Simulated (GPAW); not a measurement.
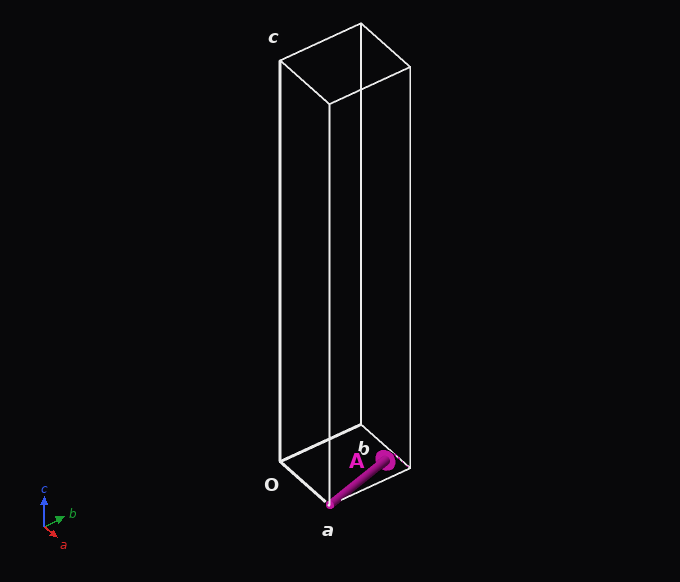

The arrow starts at a corner of the unit cell and ends on its surface; where a tip isn't a corner, dashed lines run from it parallel to the axes. Crystal: SiC, a cell listed in the Materials Project, as set up for an electronic-structure calculation. The drawing is computed from the coordinates (standard cell, symmetry found to 0.002 Å).

a = 3.076 Å, b = 3.076 Å, c = 10.071 Å, α = 90.00°, β = 90.00°, γ = 120.00°.

**Index the direction.**

Arrow A runs from (1, 0, 0) to (2/3, 1, 0), so [−1 3 0], in four indices [−5 7 −2 0].

**How long is the vector ua + vb + wc?**

11.090 Å.
